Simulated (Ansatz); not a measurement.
System: Mg6I (slab).

```
CELL_PARAMETERS angstrom
6.29750 0.00000 0.00000
0.00000 5.05459 0.00000
0.00000 0.00000 24.36276
ATOMIC_POSITIONS crystal
Mg 0.50000 0.75000 0.32837
Mg 0.00000 0.75000 0.32837
Mg 0.75000 0.25000 0.36568
Mg 0.25000 0.25000 0.36568
Mg 0.75000 0.75000 0.44030
Mg 0.25000 0.75000 0.44030
Mg 0.00019 0.24423 0.47617
Mg 0.50019 0.25561 0.47627
Mg 0.99969 0.74136 0.54849
Mg 0.49969 0.75890 0.54877
Mg 0.24989 0.25046 0.58616
Mg 0.75037 0.24978 0.58616
I 0.00050 0.97020 0.66495
I 0.50053 0.52629 0.66525
```

The SCF solution may not be the lowest one.

These are results of Ansatz 0.2.0, DFT PBE+D3(BJ), scalar-relativistic, plane waves, PAW, not measurements.

Question: Predict the valence pseudo-density and electron localisation function between the atoms.

Answer: Mg–I (3.06 Å): ρ at the midpoint is about 0.2 e/Å³, with its minimum of 0.11 e/Å³ about 1.1 Å from Mg; the ELF peaks at about 0.75 in the valence shell of I, 1.3 Å from its nucleus, and is about 0.65 at the midpoint.

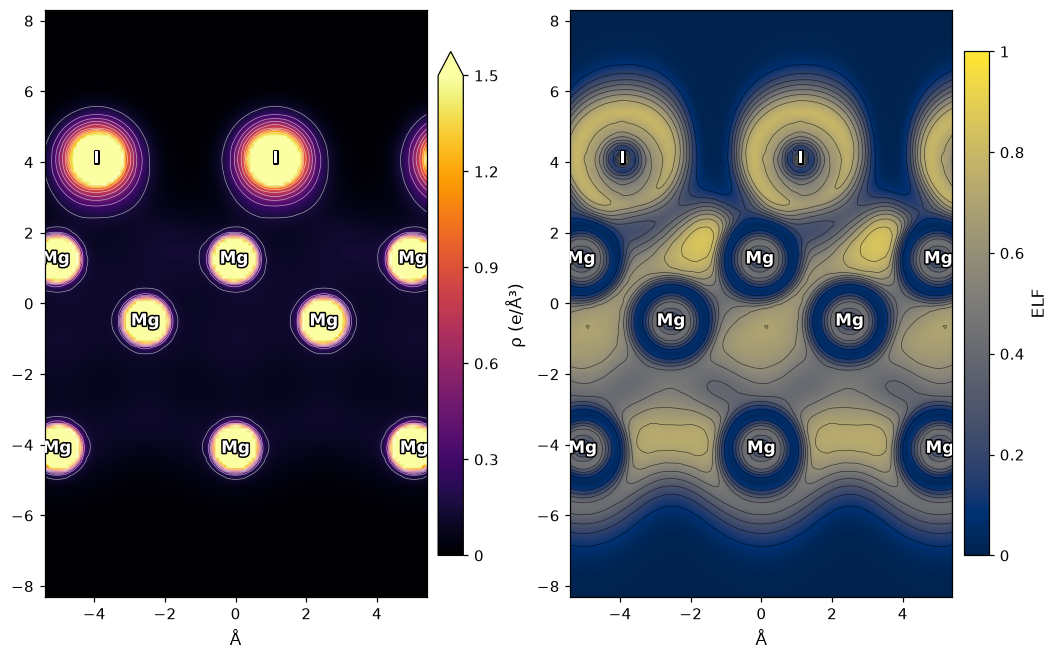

Computed valence pseudo-density and electron localisation function on the (100) plane of the calculation cell, a cut from vacuum to vacuum, in this order. 

The density is the valence pseudo-density of a PAW calculation; it isn't the true density close to the nuclei.
